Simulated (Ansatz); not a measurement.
## Al5P4: single-point calculation (part 1 of 2)

The run: single-point calculation of Al5P4 (slab, 9 atoms in the cell). Method and program: DFT, PBEsol, plane waves, norm-conserving potentials (Ansatz 0.2.0).

The structure derives from an entry of the Crystallography Open Database. The run did not end well.

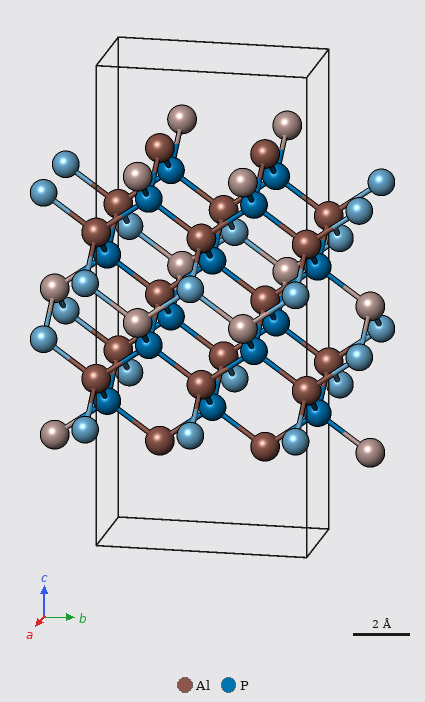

Fig. 1: The structure (ball-and-stick view of the 1 × 2 repeat of the cell, with the vacuum cut short, seen slightly off an axis; neighbours outside the cell are drawn fainter).

Input file
```yaml
crystal:
  lattice:
    - [3.8681183919, 0.0, 0.0]
    - [0.0, 3.8681183919, 0.0]
    - [0.0, 0.0, 25.9406909813]
  atoms:
    - { symbol: Al, position: [0.5, 0.5, 0.2891210572], spin: 2.0 }
    - { symbol: P, position: [0.5, 0.0, 0.3418407929], spin: 2.0 }
    - { symbol: Al, position: [0.0, 0.0, 0.3945605286], spin: 2.0 }
    - { symbol: P, position: [0.0, 0.5, 0.4472802643], spin: -1.0 }
    - { symbol: Al, position: [0.5, 0.5, 0.5], spin: 4.0 }
    - { symbol: P, position: [0.5, 0.0, 0.5527197357], spin: -1.0 }
    - { symbol: Al, position: [0.0, 0.0, 0.6054394714], spin: 0.5 }
    - { symbol: P, position: [0.0, 0.5, 0.6581592071], spin: 1.0 }
    - { symbol: Al, position: [0.5, 0.5, 0.7108789428], spin: 0.5 }
kpoints:
  mp_grid: { grid: [7, 7, 1], shift: [0.5, 0.5, 0.0] }
hamiltonian:
  xc: pbesol
  pseudopotentials: { kind: nc }
scf:
  occupations: { method: gaussian, width: 0.05 }
output:
  forces: true
  eigenvalues: true
  stress: true
efield:
  axis: 3
  dipole_correction: true
  ramp_width: 0.04
magnetization:
  spin_polarized: true
```

Machine: 1 thread of Arm Neoverse V2, 128 GiB of memory available, shared host.

Launched with:
```bash
ansatz run input.yaml --threads 1 --pin off --max-ram 2560MiB --backend cpu --events-out ev --progress --plain --runs-dir out
```

What the program printed
```
Engine: ansatz 0.2.0, aarch64-unknown-linux-gnu
Pseudopotentials: kind: nc
Pseudopotential: Al, nc, valence charge 3, recommended cutoff 544.227725 eV (normal), Al.nc.azcp (PseudoDojo's, or run here from an input of PseudoDojo's: the run reads no file of this project's for it)
Pseudopotential: P, nc, valence charge 5, recommended cutoff 598.650497 eV (normal), P.nc.azcp (PseudoDojo's, or run here from an input of PseudoDojo's: the run reads no file of this project's for it)
Functional definition: PBEsol
  exchange = pbesol_x
  correlation = pbesol_c
Crystal: 9 atoms, lattice volume = 388.133 Å³
Basis set: ecut = 598.650497 eV, 12903 PW (Γ), exchange–correlation on 64×64×432 points (8 copies of the dense FFT grid, shifted against one another)
Bands: 34, of which v1, the nominal top of the filled ones, is band 18 counted from 1 (17 counted from 0)
Symmetry: 4 space group operations
k-points: 16 of 49
Non-local potential: Al, projectors of the file, l = 0: 2, l = 1: 2, l = 2: 2
Non-local potential: P, projectors of the file, l = 0: 2, l = 1: 2, l = 2: 2
Initial density: superposition of atomic densities (neutral atoms: chi_scale 0, normalization atom)
Starting moments: Σ|m| = 14 μB on 9 of 9 sites
Initial wavefunctions: pseudopotential atomic-orbital guess
Functional: x = pbesol(κ = 0.804, μ = 0.12345679012345678), c = pbesol(β = 0.046)
```
